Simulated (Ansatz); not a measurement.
# Run report: MgO, geometry relaxation (part 1 of 2)

System: MgO (2 atoms in the cell).
Method: DFT HSE06, scalar-relativistic, plane waves, PAW, no spin polarisation (Ansatz 0.2.0).

The structure derives from a Materials Project entry. Figures and captions count atoms from 1; the log counts them from 0 in places.

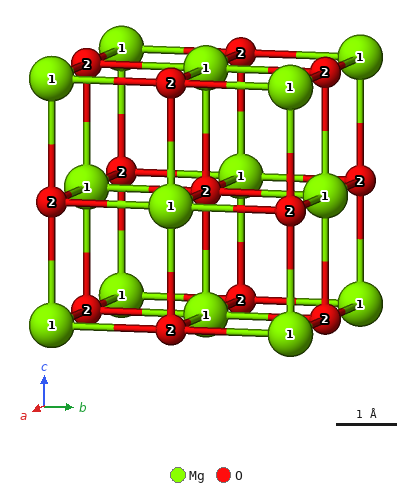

The starting structure (ball-and-stick view of the cell 4 times as large as that of the calculation, set on its symmetry axes, seen slightly off an axis; atoms are numbered from 1 in the order of the input). Near neighbours in the crystal (not all of them lie inside the picture): Mg has 6 O at 2.10 Å; O has 6 Mg at 2.10 Å.

### Key numbers

```csv
quantity,value
outcome,converged
space group (tolerance 0.01 Å),Fm-3m (225)
electrons treated,16
free energy,−2494.3489 eV
Fermi energy,10.258 eV
gap on the k-point mesh,6.57 eV
pressure,0.04 GPa
final volume,18.54 Å³
largest force (length of the vector) at the end,under 0.001 eV/Å
final cell,"a = 2.971 Å, b = 2.971 Å, c = 2.971 Å, α = 60.00°, β = 60.00°, γ = 60.00°"
hardware,"8 threads of Intel Xeon @ 2.10GHz (Emerald Rapids), 189 GiB of memory available, shared host"
wall time,43 s (CPU time 3.5 min)
peak memory,1.6 GiB
```

### The input
```yaml
crystal:
  lattice:
    - [0.0, 2.09700139, 2.09700139]
    - [2.09700139, 0.0, 2.09700139]
    - [2.09700139, 2.09700139, 0.0]
  atoms:
    - { symbol: Mg, position: [0.0, 0.0, 0.0] }
    - { symbol: O, position: [0.5, 0.5, 0.5] }
basis:
  ecutwfc: 420
kpoints:
  mp_grid: { grid: [10, 10, 10] }
hamiltonian:
  xc: hse06
scf:
  occupations: { method: gaussian, width: 0.02 }
output:
  forces: true
  stress: true
  eigenvalues: true
  write_density: true
  write_potential: true
  elf: true
  volumetric_format: npy
relax:
  adjacent_minimum: "off"
  f_tol: 0.005
  max_steps: 80
  cell: { stress_tol: 0.05 }
```

Launch command:
```bash
ansatz run input.yaml --threads 8 --pin off --max-ram 20480MiB --backend cpu --events-out ev --progress --plain --runs-dir out
```

### The program's output
```
Engine: ansatz 0.2.0, x86_64-unknown-linux-gnu
Pseudopotentials: kind: paw
Pseudopotential: Mg, paw, valence charge 10, recommended cutoff 420 eV (normal), Mg.paw.azcp
Pseudopotential: O, paw, valence charge 6, recommended cutoff 420 eV (normal), O.paw.azcp
Functional definition: HSE06
  parameter a = 0.25
  parameter omega = 0.11/bohr
  exchange = pbe_x - a*pbe_x_sr(omega) + a*exact_x_sr(omega)
  correlation = pbe_c
Crystal: 2 atoms, lattice volume = 18.443 Å³
Basis set: ecut = 420 eV, 339 PW (Γ), exchange–correlation on 40×40×40 points (8 copies of the dense FFT grid, shifted against one another)
Bands: 12, of which v1, the nominal top of the filled ones, is band 8 counted from 1 (7 counted from 0)
Symmetry: 48 space group operations
Space group: Fm-3m (ITA 225), of the structure as read, at distance tolerance 2.6e-5 Å
k-points: 47 of 1000
Non-local potential: Mg, projectors of the file, l = 0: 3, l = 1: 2, l = 2: 1
Non-local potential: O, projectors of the file, l = 0: 2, l = 1: 2, l = 2: 1
PAW form: soft (Blöchl's): semilocal exchange-correlation on the pseudo side does not see the compensation charge
PAW frozen core: Mg, regenerated for the run's functional, and the local potential with it (the file was generated under x = pbe(κ = 0.804, μ = 0.2195149727645171), c = pbe(β = 0.06672455060314922))
PAW frozen core: O, regenerated for the run's functional, and the local potential with it (the file was generated under x = pbe(κ = 0.804, μ = 0.2195149727645171), c = pbe(β = 0.06672455060314922))
PAW one-centre angular grid: Mg, 110 points (default); XC on 96 Gauss nodes
PAW one-centre angular grid: O, 110 points (default); XC on 96 Gauss nodes
Initial density: superposition of atomic densities (neutral atoms: chi_scale 0, normalization atom), corrected by the library's trained network
Initial wavefunctions: pseudopotential atomic-orbital guess
Functional: x = pbe(κ = 0.804, μ = 0.2195149727645171), c = pbe(β = 0.06672455060314922), warm-up for x = pbe(κ = 0.804, μ = 0.2195149727645171) + 0.25 (exact − pbe) at short range (hse, ω = 0.20786987370883472 Å⁻¹), c = pbe(β = 0.06672455060314922); HSE06 as pw.x's `hse` composes it (authors' and Libxc's form: `xc: wpbeh`)
SCF iter   1: F=—  HF=-2494.123014 eV  |F-HF|=—  |Δ(HF+E_count)|=         —  Δρ=7.43e-4  dr2=4.64e-5  ethr=1.77e-3  ⟨swp⟩=2.1  Hψ=3688  notcnv=0
preconditioner: auto → none  [insulator: Δε(μ)=4.865 eV  Ē_g=18.691 eV  σ=0.020 eV  W_gap=1.00  n_scr=8 (ndim 8)  ℏωp=24.5 eV  f_vac=0.000  D(μ)=0.00/eV (n_scr^D=0)]
SCF iter   2: F=-2494.123162 eV  HF=-2494.123125 eV  |F-HF|=3.79e-5  |Δ(HF+E_count)|=   1.10e-4  Δρ=3.25e-4  dr2=6.08e-6  ethr=2.90e-7  ⟨swp⟩=3.7  Hψ=1263  notcnv=0  defer=6
SCF 1 stopped early in 2 iterations: F = -2494.123162 eV  dr2 = 6.08e-6
  greatest PAW one-centre occupation: 1.000 electrons in one spin orbital (limit 2), on the Mg atom at site 0 (counted from 0), in its partial waves of l = 0
Initial density: handed on by an earlier stage of this run
Initial wavefunctions: those handed on with the density
Functional: x = pbe(κ = 0.804, μ = 0.2195149727645171) + 0.25 (exact − pbe) at short range (hse, ω = 0.20786987370883472 Å⁻¹), c = pbe(β = 0.06672455060314922); HSE06 as pw.x's `hse` composes it (authors' and Libxc's form: `xc: wpbeh`)
Exchange kernel: α = 0.2500, screened, ω = 0.2079 Å⁻¹, Wigner–Seitz truncation, v(0) = 1046.9254 eV·Å³, q-mesh 10×10×10, nearest image of the exchange supercell L = 29.66 Å, pair-density grid 12×12×12, without the augmentation charges, whose exchange is taken in its separable form by FFT convolution over the k-point mesh (sized by the pseudopotential files, 18×18×18 at the most), smooth part of the exact exchange by density-matrix convolution
Frozen-core exchange: fock
SCF iter   1: F=—  HF=-2494.348141 eV  |F-HF|=—  |Δ(HF+E_count)|=         —  Δρ=7.75e-3  dr2=5.52e-3  ethr=3.80e-7  ⟨swp⟩=6.1  Hψ=2645  notcnv=0
preconditioner: auto → none  [insulator: Δε(μ)=6.581 eV  Ē_g=21.227 eV  σ=0.020 eV  W_gap=1.00  n_scr=8 (ndim 8)  ℏωp=24.5 eV  f_vac=0.000  D(μ)=0.00/eV (n_scr^D=0)]
SCF iter   2: F=—  HF=-2494.345922 eV  |F-HF|=—  |Δ(HF+E_count)|=   2.22e-3  Δρ=3.75e-3  dr2=1.17e-3  ethr=3.80e-7  ⟨swp⟩=3.0  Hψ=1342  notcnv=0
SCF iter   3: F=—  HF=-2494.348829 eV  |F-HF|=—  |Δ(HF+E_count)|=   2.91e-3  Δρ=1.41e-3  dr2=4.05e-4  ethr=3.80e-7  ⟨swp⟩=3.8  Hψ=1552  notcnv=0
SCF iter   4: F=—  HF=-2494.348730 eV  |F-HF|=—  |Δ(HF+E_count)|=   9.91e-5  Δρ=5.97e-4  dr2=6.23e-5  ethr=3.80e-7  ⟨swp⟩=4.0  Hψ=1321  notcnv=0
iter 5 solved again at ethr=3.23e-9 eV; its pass at ethr=2.95e-7 eV (dr2=5.16e-7 eV) is discarded
SCF iter   5: F=—  HF=-2494.348715 eV  |F-HF|=—  |Δ(HF+E_count)|=   1.53e-5  Δρ=8.15e-5  dr2=3.58e-6  ethr=3.23e-9  ⟨swp⟩=3.1  Hψ=2078  notcnv=0
SCF iter   6: F=-2494.348732 eV  HF=-2494.348736 eV  |F-HF|=3.48e-6  |Δ(HF+E_count)|=   2.09e-5  Δρ=8.83e-5  dr2=1.68e-6  ethr=3.04e-9  ⟨swp⟩=3.3  Hψ=1218  notcnv=0
SCF 2 stopped early in 6 iterations: F = -2494.348732 eV  dr2 = 1.68e-6
hybrid outer 1: dexx = +3.373e-3 eV, tail = 3.65e-5 eV
Exchange kernel: α = 0.2500, screened, ω = 0.2079 Å⁻¹, Wigner–Seitz truncation, v(0) = 1046.9254 eV·Å³, q-mesh 10×10×10, nearest image of the exchange supercell L = 29.66 Å, pair-density grid 12×12×12, without the augmentation charges, whose exchange is taken in its separable form by FFT convolution over the k-point mesh (sized by the pseudopotential files, 18×18×18 at the most), smooth part of the exact exchange by density-matrix convolution
Frozen-core exchange: fock
SCF iter   1: F=—  HF=-2494.348699 eV  |F-HF|=—  |Δ(HF+E_count)|=         —  Δρ=6.96e-5  dr2=7.72e-7  ethr=1.14e-6  ⟨swp⟩=2.9  Hψ=1190  notcnv=0
preconditioner: auto → none  [insulator: Δε(μ)=6.622 eV  Ē_g=21.223 eV  σ=0.020 eV  W_gap=1.00  n_scr=8 (ndim 8)  ℏωp=24.5 eV  f_vac=0.000  D(μ)=0.00/eV (n_scr^D=0)]
SCF iter   2: F=—  HF=-2494.348699 eV  |F-HF|=—  |Δ(HF+E_count)|=   2.38e-7  Δρ=1.78e-5  dr2=4.35e-8  ethr=4.66e-9  ⟨swp⟩=3.3  Hψ=1318  notcnv=0
SCF iter   3: F=—  HF=-2494.348699 eV  |F-HF|=—  |Δ(HF+E_count)|=   1.57e-7  Δρ=1.36e-5  dr2=2.28e-8  ethr=1.32e-10  ⟨swp⟩=4.0  Hψ=1449  notcnv=0
SCF iter   4: F=—  HF=-2494.348699 eV  |F-HF|=—  |Δ(HF+E_count)|=   8.40e-9  Δρ=1.57e-6  dr2=5.13e-10  ethr=1.27e-10  ⟨swp⟩=3.0  Hψ=1084  notcnv=0
SCF iter   5: F=—  HF=-2494.348699 eV  |F-HF|=—  |Δ(HF+E_count)|=   1.83e-9  Δρ=1.75e-6  dr2=4.76e-10  ethr=1.24e-12  ⟨swp⟩=3.0  Hψ=1132  notcnv=0
SCF iter   6: F=-2494.348699 eV  HF=-2494.348699 eV  |F-HF|=4.55e-13  |Δ(HF+E_count)|=  1.56e-10  Δρ=7.33e-8  dr2=9.14e-13  ethr=1.24e-12  ⟨swp⟩=3.0  Hψ=1129  notcnv=0
SCF 3 converged in 6 iterations: F = -2494.348699 eV  dr2 = 9.14e-13
  Residual-converged pass: ⟨swp⟩=4.0  Hψ=1626  notcnv=0  max |occ|·‖R‖ = 9.8e-9 eV (tolerance 1.0e-8 eV)  dr2=9.26e-13  dr2_onsite=4.69e-14  max |Δocc| = 0.0e0
hybrid outer 2: dexx = +1.219e-7 eV, tail = 9.04e-9 eV, Δε = 3.46e-3 eV (about 1.20e-4 eV left of the loop's levels)
Exchange kernel: α = 0.2500, screened, ω = 0.2079 Å⁻¹, Wigner–Seitz truncation, v(0) = 1046.9254 eV·Å³, q-mesh 10×10×10, nearest image of the exchange supercell L = 29.66 Å, pair-density grid 12×12×12, without the augmentation charges, whose exchange is taken in its separable form by FFT convolution over the k-point mesh (sized by the pseudopotential files, 18×18×18 at the most), smooth part of the exact exchange by density-matrix convolution
Frozen-core exchange: fock
SCF iter   1: F=—  HF=-2494.348699 eV  |F-HF|=—  |Δ(HF+E_count)|=         —  Δρ=1.91e-6  dr2=2.74e-10  ethr=2.83e-10  ⟨swp⟩=5.3  Hψ=1492  notcnv=0
preconditioner: auto → none  [insulator: Δε(μ)=6.621 eV  Ē_g=21.222 eV  σ=0.020 eV  W_gap=1.00  n_scr=8 (ndim 8)  ℏωp=24.5 eV  f_vac=0.000  D(μ)=0.00/eV (n_scr^D=0)]
SCF iter   2: F=-2494.348699 eV  HF=-2494.348699 eV  |F-HF|=1.82e-12  |Δ(HF+E_count)|=  9.60e-11  Δρ=1.61e-7  dr2=3.63e-12  ethr=1.68e-12  ⟨swp⟩=4.0  Hψ=1396  notcnv=0
SCF 4 converged in 2 iterations: F = -2494.348699 eV  dr2 = 3.63e-12
  Residual-converged pass: ⟨swp⟩=4.0  Hψ=1478  notcnv=0  max |occ|·‖R‖ = 9.6e-9 eV (tolerance 1.0e-8 eV)  dr2=3.65e-12  dr2_onsite=7.70e-13  max |Δocc| = 0.0e0
hybrid outer 3: dexx = +4.192e-11 eV, tail = 1.03e-11 eV, Δε = 3.05e-5 eV (about 2.57e-6 eV left of the loop's levels), ΔF = 8.41e-30 eV/Å (tail 3.85e-30)
relax step   1: F+E_penalty+E_count = -2494.34869884 eV  Δ(F+E_penalty+E_count) = +0.000e0 eV  max|allowed force component| = 6.311e-30 eV/Å  Δτ_max = 0.0000 Å  P = +0.900 GPa  Ω = 18.443 Å³  (16 SCF iters, accepted)
Crystal: 2 atoms, lattice volume = 18.485 Å³
Exchange kernel: α = 0.2500, screened, ω = 0.2079 Å⁻¹, Wigner–Seitz truncation, v(0) = 1046.9255 eV·Å³, q-mesh 10×10×10, nearest image of the exchange supercell L = 29.68 Å, pair-density grid 12×12×12, without the augmentation charges, whose exchange is taken in its separable form by FFT convolution over the k-point mesh (sized by the pseudopotential files, 18×18×18 at the most), smooth part of the exact exchange by density-matrix convolution
Frozen-core exchange: fock
iter 1 solved again at ethr=1.13e-6 eV; its pass at ethr=1.00e-1 eV (dr2=1.81e-4 eV) is discarded
SCF iter   1: F=—  HF=-2494.347860 eV  |F-HF|=—  |Δ(HF+E_count)|=         —  Δρ=6.67e-4  dr2=5.66e-5  ethr=1.13e-6  ⟨swp⟩=3.1  Hψ=2371  notcnv=0
preconditioner: auto → none  [insulator: Δε(μ)=6.592 eV  Ē_g=21.190 eV  σ=0.020 eV  W_gap=1.00  n_scr=8 (ndim 8)  ℏωp=24.4 eV  f_vac=0.000  D(μ)=0.00/eV (n_scr^D=0)]
iter 2 solved again at ethr=2.95e-8 eV; its pass at ethr=3.22e-7 eV (dr2=4.72e-6 eV) is discarded
SCF iter   2: F=—  HF=-2494.347833 eV  |F-HF|=—  |Δ(HF+E_count)|=   2.66e-5  Δρ=1.92e-4  dr2=6.72e-5  ethr=2.95e-8  ⟨swp⟩=2.0  Hψ=2091  notcnv=0
SCF iter   3: F=—  HF=-2494.348780 eV  |F-HF|=—  |Δ(HF+E_count)|=   9.47e-4  Δρ=4.24e-4  dr2=1.60e-5  ethr=2.94e-8  ⟨swp⟩=4.0  Hψ=1581  notcnv=0
SCF iter   4: F=-2494.348768 eV  HF=-2494.348769 eV  |F-HF|=2.73e-7  |Δ(HF+E_count)|=   1.11e-5  Δρ=6.65e-5  dr2=5.89e-7  ethr=2.94e-8  ⟨swp⟩=3.0  Hψ=1317  notcnv=0
SCF 5 stopped early in 4 iterations: F = -2494.348768 eV  dr2 = 5.89e-7
hybrid outer 1: dexx = +9.593e-4 eV, tail = 3.51e-6 eV
Exchange kernel: α = 0.2500, screened, ω = 0.2079 Å⁻¹, Wigner–Seitz truncation, v(0) = 1046.9255 eV·Å³, q-mesh 10×10×10, nearest image of the exchange supercell L = 29.68 Å, pair-density grid 12×12×12, without the augmentation charges, whose exchange is taken in its separable form by FFT convolution over the k-point mesh (sized by the pseudopotential files, 18×18×18 at the most), smooth part of the exact exchange by density-matrix convolution
Frozen-core exchange: fock
SCF iter   1: F=—  HF=-2494.348765 eV  |F-HF|=—  |Δ(HF+E_count)|=         —  Δρ=4.23e-5  dr2=9.56e-8  ethr=1.10e-7  ⟨swp⟩=3.3  Hψ=1243  notcnv=0
preconditioner: auto → none  [insulator: Δε(μ)=6.597 eV  Ē_g=21.194 eV  σ=0.020 eV  W_gap=1.00  n_scr=8 (ndim 8)  ℏωp=24.4 eV  f_vac=0.000  D(μ)=0.00/eV (n_scr^D=0)]
SCF iter   2: F=—  HF=-2494.348765 eV  |F-HF|=—  |Δ(HF+E_count)|=   1.20e-7  Δρ=1.15e-5  dr2=1.91e-8  ethr=5.70e-10  ⟨swp⟩=4.0  Hψ=1450  notcnv=0
SCF iter   3: F=—  HF=-2494.348765 eV  |F-HF|=—  |Δ(HF+E_count)|=   4.28e-9  Δρ=7.53e-6  dr2=4.50e-9  ethr=9.16e-11  ⟨swp⟩=3.0  Hψ=1297  notcnv=0
SCF iter   4: F=—  HF=-2494.348765 eV  |F-HF|=—  |Δ(HF+E_count)|=   1.03e-8  Δρ=4.37e-6  dr2=2.24e-9  ethr=1.94e-11  ⟨swp⟩=3.6  Hψ=1302  notcnv=0
SCF iter   5: F=—  HF=-2494.348765 eV  |F-HF|=—  |Δ(HF+E_count)|=   1.20e-9  Δρ=1.80e-6  dr2=4.45e-10  ethr=1.33e-11  ⟨swp⟩=2.3  Hψ=959  notcnv=0
SCF iter   6: F=—  HF=-2494.348765 eV  |F-HF|=—  |Δ(HF+E_count)|=  2.32e-10  Δρ=3.61e-7  dr2=3.11e-11  ethr=2.01e-12  ⟨swp⟩=3.0  Hψ=1234  notcnv=0
SCF iter   7: F=—  HF=-2494.348765 eV  |F-HF|=—  |Δ(HF+E_count)|=  2.64e-10  Δρ=3.96e-7  dr2=2.04e-11  ethr=1.00e-12  ⟨swp⟩=3.0  Hψ=1131  notcnv=0
SCF iter   8: F=-2494.348765 eV  HF=-2494.348765 eV  |F-HF|=4.55e-13  |Δ(HF+E_count)|=  8.64e-12  Δρ=7.70e-8  dr2=6.89e-13  ethr=1.00e-12  ⟨swp⟩=2.0  Hψ=940  notcnv=0
SCF 6 converged in 8 iterations: F = -2494.348765 eV  dr2 = 6.89e-13
  Residual-converged pass: ⟨swp⟩=4.0  Hψ=1485  notcnv=0  max |occ|·‖R‖ = 9.6e-9 eV (tolerance 1.0e-8 eV)  dr2=5.77e-13  dr2_onsite=4.57e-13  max |Δocc| = 0.0e0
hybrid outer 2: dexx = +1.443e-8 eV, tail = 7.08e-9 eV, Δε = 1.41e-3 eV (about 9.37e-5 eV left of the loop's levels)
Exchange kernel: α = 0.2500, screened, ω = 0.2079 Å⁻¹, Wigner–Seitz truncation, v(0) = 1046.9255 eV·Å³, q-mesh 10×10×10, nearest image of the exchange supercell L = 29.68 Å, pair-density grid 12×12×12, without the augmentation charges, whose exchange is taken in its separable form by FFT convolution over the k-point mesh (sized by the pseudopotential files, 18×18×18 at the most), smooth part of the exact exchange by density-matrix convolution
Frozen-core exchange: fock
SCF iter   1: F=—  HF=-2494.348765 eV  |F-HF|=—  |Δ(HF+E_count)|=         —  Δρ=8.55e-7  dr2=6.00e-11  ethr=2.21e-10  ⟨swp⟩=4.1  Hψ=1370  notcnv=0
preconditioner: auto → none  [insulator: Δε(μ)=6.596 eV  Ē_g=21.193 eV  σ=0.020 eV  W_gap=1.00  n_scr=8 (ndim 8)  ℏωp=24.4 eV  f_vac=0.000  D(μ)=0.00/eV (n_scr^D=0)]
SCF iter   2: F=-2494.348765 eV  HF=-2494.348765 eV  |F-HF|=4.55e-13  |Δ(HF+E_count)|=  4.14e-11  Δρ=7.75e-8  dr2=9.07e-13  ethr=1.00e-12  ⟨swp⟩=3.0  Hψ=1149  notcnv=0
SCF 7 converged in 2 iterations: F = -2494.348765 eV  dr2 = 9.07e-13
  Residual-converged pass: ⟨swp⟩=4.4  Hψ=1497  notcnv=0  max |occ|·‖R‖ = 1.0e-8 eV (tolerance 1.0e-8 eV)  dr2=8.86e-13  dr2_onsite=2.42e-13  max |Δocc| = 0.0e0
hybrid outer 3: dexx = +9.777e-12 eV, tail = 2.37e-12 eV, Δε = 5.83e-6 eV (about 5.10e-7 eV left of the loop's levels), ΔF = 1.68e-29 eV/Å (tail inf)
relax step   2: F+E_penalty+E_count = -2494.34876465 eV  Δ(F+E_penalty+E_count) = -6.581e-5 eV  max|allowed force component| = 2.630e-30 eV/Å  Δτ_max = 0.0000 Å  P = +0.500 GPa  Ω = 18.485 Å³  energy of the carried Pulay correction = -1.173e-4 eV  (14 SCF iters, accepted)
Crystal: 2 atoms, lattice volume = 18.537 Å³
Exchange kernel: α = 0.2500, screened, ω = 0.2079 Å⁻¹, Wigner–Seitz truncation, v(0) = 1046.9256 eV·Å³, q-mesh 10×10×10, nearest image of the exchange supercell L = 29.71 Å, pair-density grid 12×12×12, without the augmentation charges, whose exchange is taken in its separable form by FFT convolution over the k-point mesh (sized by the pseudopotential files, 18×18×18 at the most), smooth part of the exact exchange by density-matrix convolution
Frozen-core exchange: fock
iter 1 solved again at ethr=8.72e-7 eV; its pass at ethr=1.00e-1 eV (dr2=1.40e-4 eV) is discarded
```
